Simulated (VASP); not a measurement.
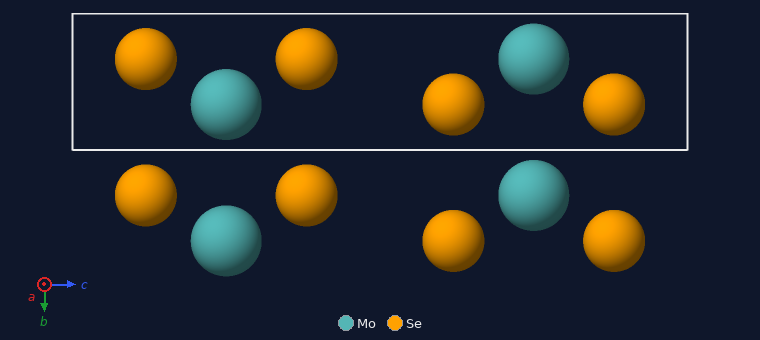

Projection along an edge of the hexagonal mesh, stacking direction c to the right. Every atom sits on one of the three columns of the mesh; call them A, B, C in the order in which they first turn up. The sequence starts with the first layer at or above the cell's origin.

MoSe₂: the geometry relaxed with VASP Kohn-Sham DFT of a periodic cell, PBE with D4, VASP PAW PBE potentials, recommended (VASP 6.6.1).

Question: Read off the stacking sequence over one period.

Answer: Se(A) – Mo(B) – Se(A) – Se(B) – Mo(A) – Se(B) (six layers in 12.82 Å).

Question: How are the Se layers alone stacked?

Answer: Se layers alone: AABB, a sequence in which some neighbouring layers lie directly above each other.

Question: Which positions between or in the Se layers do the other atoms fill?

Answer: Mo: two trigonal-prismatic sites in each hexagonal cell. Two of the four gaps between Se layers are empty, 3.06 Å wide.

Question: What short polytype symbol fits?

Answer: Polytype symbol 2H, the symbol of a layered MX2 polytype (number of slabs in the repeat and lattice).
